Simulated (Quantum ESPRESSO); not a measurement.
**Geometry relaxation of Hg**

- system: Hg (P1, 3 atoms in the cell)
- method: Kohn-Sham DFT of a periodic cell, PBE with D3M, GBRV 1.5 PBE, no spin polarisation (Quantum ESPRESSO 7.5)

The structure derives from a Materials Project entry. The run did not end well.

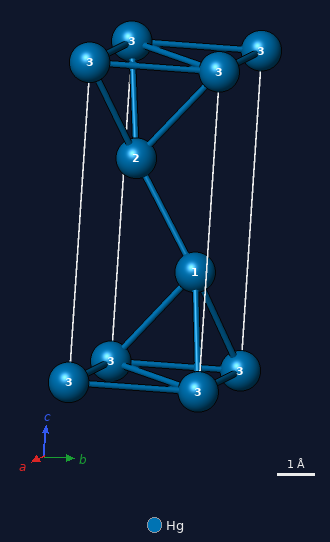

The structure as given in the input (ball-and-stick view of the reduced cell, seen slightly off an axis; atoms are numbered from 1 in the order of the input). An atom can appear more than once, as a periodic image.

Input file:
```python
import numpy as np
from ase.calculators.espresso import Espresso, EspressoProfile
from ase.io import read

atoms = read('Hg.cif')

input_data = {
    'control': {'calculation': 'scf', 'prefix': 'pwscf', 'outdir': './tmp', 'tprnfor': True, 'tstress': True, 'disk_io': 'low'},
    'system': {'ecutwfc': 45.0, 'ecutrho': 360.0, 'nbnd': 26, 'occupations': 'smearing', 'smearing': 'gaussian', 'degauss': 0.00999582, 'vdw_corr': 'grimme-d3', 'dftd3_version': 5},
    'electrons': {'conv_thr': 6e-10, 'electron_maxstep': 120, 'mixing_beta': 0.5},
}
pseudopotentials = {'Hg': 'hg_pbe_v1.uspp.F.UPF'}
profile = EspressoProfile(command='pw.x', pseudo_dir='pseudo')
dft = Espresso(profile=profile, input_data=input_data, pseudopotentials=pseudopotentials, kpts=(4, 4, 1), koffset=(0, 0, 0))
atoms.calc = dft

from ase.optimize import FIRE
done = FIRE(atoms, trajectory='opt.traj').run(fmax=0.02, steps=30)
print('converged', done)
print(f'energy {atoms.get_potential_energy():.8f} eV')
print('forces (eV/A)')
print(np.round(atoms.get_forces(), 6))
print('stress (eV/A^3, Voigt)')
print(np.round(atoms.get_stress(), 8))
print(f'Fermi level {dft.get_fermi_level():.4f} eV')
```

File Hg.cif:
```
data_Hg
_cell_length_a 3.60579603
_cell_length_b 3.60579603
_cell_length_c 8.69827037
_cell_angle_alpha 101.99166023
_cell_angle_beta 101.99166023
_cell_angle_gamma 60.06197357
_space_group_name_H-M_alt 'P1'
_space_group_name_Hall 'P 1'
_space_group_IT_number 1
loop_
_space_group_symop_operation_xyz
'x,y,z'
loop_
_atom_site_label
_atom_site_type_symbol
_atom_site_symmetry_multiplicity
_atom_site_Wyckoff_symbol
_atom_site_fract_x
_atom_site_fract_y
_atom_site_fract_z
_atom_site_occupancy
Hg1 Hg 1 a 0.7769580100 0.7709384000 0.3355811300 1
Hg2 Hg 1 a 0.2283537500 0.2258789000 0.6676245800 1
Hg3 Hg 1 a 0.9946882400 0.0031827100 0.9967942900 1
```

Launched with:
```bash
OMP_NUM_THREADS=1 python run.py
```

Output:
```
Step          Energy          fmax
FIRE:    0    -4401.065628        0.078493
FIRE:    1    -4401.065747        0.078317
FIRE:    2    -4401.065983        0.077983
FIRE:    3    -4401.066335        0.077467
FIRE:    4    -4401.066799        0.076772
FIRE:    5    -4401.067371        0.075893
FIRE:    6    -4401.068046        0.074818
FIRE:    7    -4401.068817        0.073569
FIRE:    8    -4401.069773        0.071953
FIRE:    9    -4401.070941        0.069914
FIRE:   10    -4401.072343        0.067338
FIRE:   11    -4401.073996        0.064092
FIRE:   12    -4401.075892        0.060109
FIRE:   13    -4401.077997        0.055459
FIRE:   14    -4401.080227        0.050945
FIRE:   15    -4401.082450        0.048655
FIRE:   16    -4401.084530        0.052771
FIRE:   17    -4401.086543        0.065874
FIRE:   18    -4401.089120        0.083876
FIRE:   19    -4401.093629        0.096965
FIRE:   20    -4401.101531        0.092545
FIRE:   21    -4401.112550        0.105499
FIRE:   22    -4401.125750        0.161517
FIRE:   23    -4401.159108        0.258969
FIRE:   24    -4401.236972        0.312460
FIRE:   25    -4401.318513        0.343128
FIRE:   26    -4401.395980        0.393904
FIRE:   27    -4401.490552        0.340727
FIRE:   28    -4401.570829        0.213377
FIRE:   29    -4401.601988        0.265032
FIRE:   30    -4401.605783        0.290300
converged False
energy -4401.60578327 eV
forces (eV/A)
[[-0.014439 -0.006842 -0.092778]
 [ 0.08364   0.046982 -0.186281]
 [-0.069201 -0.04014   0.279059]]
stress (eV/A^3, Voigt)
[ 0.02331937  0.02185307  0.05113587 -0.00365519 -0.00632794  0.00126247]
Fermi level 6.3031 eV
```

Trajectory as extended XYZ (Å, eV, eV/Å), 31 frames, from step=0 to step=30:
```
3
Lattice="3.1217 -1.8046 0.0000 3.1217 1.8046 0.0000 -2.0875 0.0000 8.4441" Properties=species:S:1:pos:R:3:forces:R:3 step=0 energy=-4401.06563
Hg    3.5824    2.0583    2.8337    0.0544   0.0310   0.0414
Hg    0.0233    0.0083    5.6375   -0.0610  -0.0329  -0.0368
Hg    1.7909   -1.0314    8.4170    0.0066   0.0019  -0.0046
3
Lattice="3.1217 -1.8046 0.0000 3.1217 1.8046 0.0000 -2.0875 0.0000 8.4441" Properties=species:S:1:pos:R:3:forces:R:3 step=1 energy=-4401.06575
Hg    3.5829    2.0586    2.8341    0.0543   0.0310   0.0413
Hg    0.0227    0.0080    5.6371   -0.0609  -0.0329  -0.0366
Hg    1.7910   -1.0314    8.4170    0.0067   0.0019  -0.0047
3
Lattice="3.1217 -1.8046 0.0000 3.1217 1.8046 0.0000 -2.0875 0.0000 8.4441" Properties=species:S:1:pos:R:3:forces:R:3 step=2 energy=-4401.06598
Hg    3.5840    2.0593    2.8349    0.0541   0.0309   0.0411
Hg    0.0215    0.0073    5.6364   -0.0608  -0.0328  -0.0363
Hg    1.7911   -1.0314    8.4169    0.0067   0.0019  -0.0048
3
Lattice="3.1217 -1.8046 0.0000 3.1217 1.8046 0.0000 -2.0875 0.0000 8.4441" Properties=species:S:1:pos:R:3:forces:R:3 step=3 energy=-4401.06634
Hg    3.5857    2.0602    2.8361    0.0538   0.0307   0.0407
Hg    0.0197    0.0063    5.6353   -0.0605  -0.0326  -0.0357
Hg    1.7913   -1.0313    8.4167    0.0067   0.0019  -0.0050
3
Lattice="3.1217 -1.8046 0.0000 3.1217 1.8046 0.0000 -2.0875 0.0000 8.4441" Properties=species:S:1:pos:R:3:forces:R:3 step=4 energy=-4401.06680
Hg    3.5878    2.0614    2.8378    0.0534   0.0304   0.0401
Hg    0.0172    0.0050    5.6338   -0.0602  -0.0324  -0.0350
Hg    1.7916   -1.0312    8.4165    0.0068   0.0020  -0.0051
3
Lattice="3.1217 -1.8046 0.0000 3.1217 1.8046 0.0000 -2.0875 0.0000 8.4441" Properties=species:S:1:pos:R:3:forces:R:3 step=5 energy=-4401.06737
Hg    3.5905    2.0630    2.8398    0.0528   0.0301   0.0396
Hg    0.0142    0.0034    5.6320   -0.0597  -0.0321  -0.0340
Hg    1.7919   -1.0311    8.4163    0.0069   0.0020  -0.0055
3
Lattice="3.1217 -1.8046 0.0000 3.1217 1.8046 0.0000 -2.0875 0.0000 8.4441" Properties=species:S:1:pos:R:3:forces:R:3 step=6 energy=-4401.06805
Hg    3.5938    2.0648    2.8423    0.0522   0.0297   0.0387
Hg    0.0106    0.0014    5.6299   -0.0592  -0.0318  -0.0328
Hg    1.7923   -1.0310    8.4160    0.0070   0.0021  -0.0059
3
Lattice="3.1217 -1.8046 0.0000 3.1217 1.8046 0.0000 -2.0875 0.0000 8.4441" Properties=species:S:1:pos:R:3:forces:R:3 step=7 energy=-4401.06882
Hg    3.5975    2.0669    2.8451    0.0514   0.0293   0.0377
Hg    0.0063   -0.0008    5.6274   -0.0586  -0.0314  -0.0314
Hg    1.7928   -1.0309    8.4156    0.0072   0.0021  -0.0063
3
Lattice="3.1217 -1.8046 0.0000 3.1217 1.8046 0.0000 -2.0875 0.0000 8.4441" Properties=species:S:1:pos:R:3:forces:R:3 step=8 energy=-4401.06977
Hg    3.6023    2.0697    2.8486    0.0504   0.0287   0.0364
Hg    0.0009   -0.0037    5.6244   -0.0578  -0.0309  -0.0296
Hg    1.7934   -1.0307    8.4151    0.0074   0.0022  -0.0068
3
Lattice="3.1217 -1.8046 0.0000 3.1217 1.8046 0.0000 -2.0875 0.0000 8.4441" Properties=species:S:1:pos:R:3:forces:R:3 step=9 energy=-4401.07094
Hg    3.6082    2.0731    2.8531    0.0492   0.0280   0.0345
Hg   -0.0058   -0.0074    5.6206   -0.0568  -0.0303  -0.0273
Hg    1.7942   -1.0305    8.4145    0.0076   0.0024  -0.0073
3
Lattice="3.1217 -1.8046 0.0000 3.1217 1.8046 0.0000 -2.0875 0.0000 8.4441" Properties=species:S:1:pos:R:3:forces:R:3 step=10 energy=-4401.07234
Hg    3.6157    2.0773    2.8585    0.0476   0.0270   0.0321
Hg   -0.0143   -0.0119    5.6160   -0.0555  -0.0295  -0.0242
Hg    1.7953   -1.0302    8.4136    0.0079   0.0025  -0.0079
3
Lattice="3.1217 -1.8046 0.0000 3.1217 1.8046 0.0000 -2.0875 0.0000 8.4441" Properties=species:S:1:pos:R:3:forces:R:3 step=11 energy=-4401.07400
Hg    3.6249    2.0825    2.8652    0.0455   0.0258   0.0286
Hg   -0.0248   -0.0176    5.6105   -0.0538  -0.0285  -0.0200
Hg    1.7966   -1.0298    8.4124    0.0083   0.0027  -0.0087
3
Lattice="3.1217 -1.8046 0.0000 3.1217 1.8046 0.0000 -2.0875 0.0000 8.4441" Properties=species:S:1:pos:R:3:forces:R:3 step=12 energy=-4401.07589
Hg    3.6362    2.0890    2.8732    0.0428   0.0242   0.0240
Hg   -0.0379   -0.0245    5.6041   -0.0516  -0.0273  -0.0143
Hg    1.7983   -1.0292    8.4108    0.0088   0.0030  -0.0097
3
Lattice="3.1217 -1.8046 0.0000 3.1217 1.8046 0.0000 -2.0875 0.0000 8.4441" Properties=species:S:1:pos:R:3:forces:R:3 step=13 energy=-4401.07800
Hg    3.6501    2.0969    2.8826    0.0393   0.0222   0.0176
Hg   -0.0540   -0.0331    5.5969   -0.0488  -0.0256  -0.0065
Hg    1.8005   -1.0285    8.4087    0.0095   0.0034  -0.0111
3
Lattice="3.1217 -1.8046 0.0000 3.1217 1.8046 0.0000 -2.0875 0.0000 8.4441" Properties=species:S:1:pos:R:3:forces:R:3 step=14 energy=-4401.08023
Hg    3.6668    2.1064    2.8932    0.0347   0.0195   0.0091
Hg   -0.0737   -0.0436    5.5892   -0.0451  -0.0234   0.0039
Hg    1.8035   -1.0276    8.4057    0.0104   0.0039  -0.0130
3
Lattice="3.1217 -1.8046 0.0000 3.1217 1.8046 0.0000 -2.0875 0.0000 8.4441" Properties=species:S:1:pos:R:3:forces:R:3 step=15 energy=-4401.08245
Hg    3.6869    2.1177    2.9048    0.0288   0.0161  -0.0024
Hg   -0.0976   -0.0563    5.5819   -0.0403  -0.0207   0.0177
Hg    1.8074   -1.0262    8.4015    0.0115   0.0046  -0.0153
3
Lattice="3.1217 -1.8046 0.0000 3.1217 1.8046 0.0000 -2.0875 0.0000 8.4441" Properties=species:S:1:pos:R:3:forces:R:3 step=16 energy=-4401.08453
Hg    3.7103    2.1310    2.9160    0.0218   0.0119  -0.0176
Hg   -0.1263   -0.0714    5.5767   -0.0346  -0.0175   0.0358
Hg    1.8127   -1.0243    8.3955    0.0128   0.0056  -0.0182
3
Lattice="3.1217 -1.8046 0.0000 3.1217 1.8046 0.0000 -2.0875 0.0000 8.4441" Properties=species:S:1:pos:R:3:forces:R:3 step=17 energy=-4401.08654
Hg    3.7367    2.1458    2.9248    0.0148   0.0077  -0.0358
Hg   -0.1597   -0.0889    5.5764   -0.0291  -0.0144   0.0573
Hg    1.8197   -1.0217    8.3870    0.0143   0.0066  -0.0216
3
Lattice="3.1217 -1.8046 0.0000 3.1217 1.8046 0.0000 -2.0875 0.0000 8.4441" Properties=species:S:1:pos:R:3:forces:R:3 step=18 energy=-4401.08912
Hg    3.7652    2.1618    2.9285    0.0111   0.0054  -0.0543
Hg   -0.1973   -0.1085    5.5843   -0.0263  -0.0130   0.0786
Hg    1.8288   -1.0181    8.3754    0.0151   0.0075  -0.0243
3
Lattice="3.1217 -1.8046 0.0000 3.1217 1.8046 0.0000 -2.0875 0.0000 8.4441" Properties=species:S:1:pos:R:3:forces:R:3 step=19 energy=-4401.09363
Hg    3.7954    2.1786    2.9240    0.0162   0.0082  -0.0677
Hg   -0.2389   -0.1300    5.6041   -0.0298  -0.0155   0.0910
Hg    1.8402   -1.0133    8.3601    0.0136   0.0073  -0.0232
3
Lattice="3.1217 -1.8046 0.0000 3.1217 1.8046 0.0000 -2.0875 0.0000 8.4441" Properties=species:S:1:pos:R:3:forces:R:3 step=20 energy=-4401.10153
Hg    3.8285    2.1968    2.9079    0.0360   0.0197  -0.0702
Hg   -0.2857   -0.1543    5.6394   -0.0412  -0.0230   0.0796
Hg    1.8539   -1.0073    8.3408    0.0052   0.0033  -0.0094
3
Lattice="3.1217 -1.8046 0.0000 3.1217 1.8046 0.0000 -2.0875 0.0000 8.4441" Properties=species:S:1:pos:R:3:forces:R:3 step=21 energy=-4401.11255
Hg    3.8691    2.2192    2.8773    0.0747   0.0428  -0.0609
Hg   -0.3412   -0.1833    5.6913   -0.0545  -0.0324   0.0249
Hg    1.8687   -1.0006    8.3195   -0.0202  -0.0104   0.0360
3
Lattice="3.1217 -1.8046 0.0000 3.1217 1.8046 0.0000 -2.0875 0.0000 8.4441" Properties=species:S:1:pos:R:3:forces:R:3 step=22 energy=-4401.12575
Hg    3.9284    2.2523    2.8314    0.1326   0.0779  -0.0494
Hg   -0.4104   -0.2206    5.7496   -0.0593  -0.0373  -0.0836
Hg    1.8786   -0.9965    8.3071   -0.0733  -0.0407   0.1329
3
Lattice="3.1217 -1.8046 0.0000 3.1217 1.8046 0.0000 -2.0875 0.0000 8.4441" Properties=species:S:1:pos:R:3:forces:R:3 step=23 energy=-4401.15911
Hg    4.0225    2.3058    2.7725    0.2079   0.1241  -0.0443
Hg   -0.4954   -0.2677    5.7865   -0.0889  -0.0561  -0.1754
Hg    1.8696   -1.0029    8.3291   -0.1190  -0.0679   0.2197
3
Lattice="3.1217 -1.8046 0.0000 3.1217 1.8046 0.0000 -2.0875 0.0000 8.4441" Properties=species:S:1:pos:R:3:forces:R:3 step=24 energy=-4401.23697
Hg    4.1451    2.3769    2.7156    0.2674   0.1612  -0.0130
Hg   -0.5834   -0.3180    5.7753   -0.1940  -0.1186  -0.1279
Hg    1.8349   -1.0236    8.3972   -0.0734  -0.0426   0.1409
3
Lattice="3.1217 -1.8046 0.0000 3.1217 1.8046 0.0000 -2.0875 0.0000 8.4441" Properties=species:S:1:pos:R:3:forces:R:3 step=25 energy=-4401.31851
Hg    4.2692    2.4499    2.6777    0.2597   0.1587   0.1245
Hg   -0.6728   -0.3706    5.7457   -0.2873  -0.1749  -0.0678
Hg    1.8002   -1.0441    8.4648    0.0276   0.0163  -0.0567
3
Lattice="3.1217 -1.8046 0.0000 3.1217 1.8046 0.0000 -2.0875 0.0000 8.4441" Properties=species:S:1:pos:R:3:forces:R:3 step=26 energy=-4401.39598
Hg    4.3955    2.5251    2.6703    0.1992   0.1245   0.3162
Hg   -0.7792   -0.4340    5.7146   -0.3226  -0.1975  -0.0259
Hg    1.7803   -1.0559    8.5033    0.1235   0.0730  -0.2903
3
Lattice="3.1217 -1.8046 0.0000 3.1217 1.8046 0.0000 -2.0875 0.0000 8.4441" Properties=species:S:1:pos:R:3:forces:R:3 step=27 energy=-4401.49055
Hg    4.5127    2.5957    2.7061    0.1723   0.1093   0.2729
Hg   -0.8980   -0.5055    5.6887   -0.2833  -0.1751   0.0225
Hg    1.7819   -1.0550    8.4933    0.1111   0.0658  -0.2954
3
Lattice="3.1217 -1.8046 0.0000 3.1217 1.8046 0.0000 -2.0875 0.0000 8.4441" Properties=species:S:1:pos:R:3:forces:R:3 step=28 energy=-4401.57083
Hg    4.6175    2.6594    2.7639    0.1630   0.1027   0.0266
Hg   -1.0169   -0.5776    5.6727   -0.1796  -0.1128   0.0235
Hg    1.7961   -1.0466    8.4515    0.0166   0.0101  -0.0502
3
Lattice="3.1217 -1.8046 0.0000 3.1217 1.8046 0.0000 -2.0875 0.0000 8.4441" Properties=species:S:1:pos:R:3:forces:R:3 step=29 energy=-4401.60199
Hg    4.7241    2.7248    2.8139    0.1041   0.0657  -0.1389
Hg   -1.1372   -0.6511    5.6632   -0.0321  -0.0236  -0.1126
Hg    1.8098   -1.0384    8.4110   -0.0720  -0.0420   0.2516
3
Lattice="3.1217 -1.8046 0.0000 3.1217 1.8046 0.0000 -2.0875 0.0000 8.4441" Properties=species:S:1:pos:R:3:forces:R:3 step=30 energy=-4401.60578
Hg    4.8413    2.7969    2.8405   -0.0144  -0.0068  -0.0928
Hg   -1.2566   -0.7246    5.6370    0.0836   0.0470  -0.1863
Hg    1.8119   -1.0371    8.4106   -0.0692  -0.0401   0.2791
```

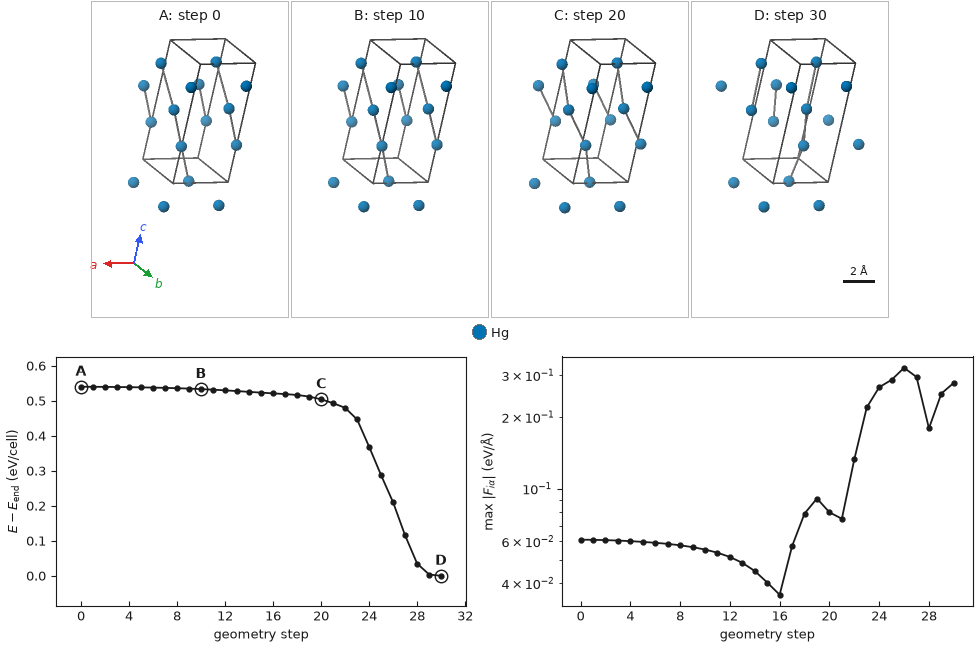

Frames of the relaxation (ball-and-stick view of the reduced cell, repeated 2 × 2 × 1, seen at an oblique angle) above the curves, on which the letters mark them (steps are counted from 0).

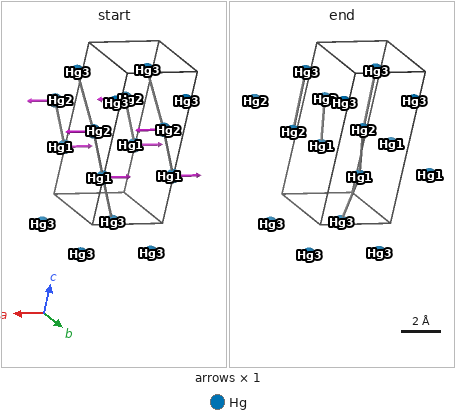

Before (left) and after (right) the relaxation, at one scale (ball-and-stick view of the reduced cell, repeated 2 × 2 × 1, seen at an oblique angle). The pink arrows give the displacements, at true length. The relaxation stopped without meeting its thresholds, so the last structure isn't shown to be converged. Over 30 geometry steps the energy falls by 0.540 eV per cell of the calculation. The largest force component goes from 0.061 to 0.28 eV/Å. The largest move is that of Hg2, 1.47 Å. The cell stays as it was. Among the contacts that change: Hg1–Hg2 2.848 → 4.430 Å, Hg1–Hg3 2.923 → 3.033 Å, Hg2–Hg3 3.185 → 3.150 Å. New bonds form: Hg1–Hg2 (4.18 → 2.80 Å). Bonds break: Hg1–Hg2 (2.85 → 4.43 Å). The space group stays P1 (No. 1). (Atoms are counted from 1 in the order of the input.)

Outcome:

```json
{"quantity": "outcome", "value": "not converged"}
{"quantity": "space group (tolerance 0.01 Å)", "value": "P1 (1)"}
{"quantity": "electrons treated", "value": "36"}
{"quantity": "free energy", "value": "−4401.6062 eV"}
{"quantity": "Fermi energy", "value": "6.303 eV"}
{"quantity": "gap on the k-point mesh", "value": "0.31 eV"}
{"quantity": "pressure", "value": "−5.14 GPa"}
{"quantity": "final volume", "value": "95.14 Å³"}
{"quantity": "largest force (length of the vector) at the end", "value": "0.290 eV/Å"}
{"quantity": "final cell", "value": "a = 3.606 Å, b = 3.606 Å, c = 8.698 Å, α = 101.99°, β = 101.99°, γ = 60.06°"}
{"quantity": "hardware", "value": "1 thread of AMD EPYC (Zen 4), 16 GiB of memory available, shared host"}
{"quantity": "wall time", "value": "9.3 min"}
{"quantity": "peak memory", "value": "0.31 GiB"}
```

What went wrong:

The run did not converge. Its last values are not results. Points of doubt noted for this run: coarse mesh.
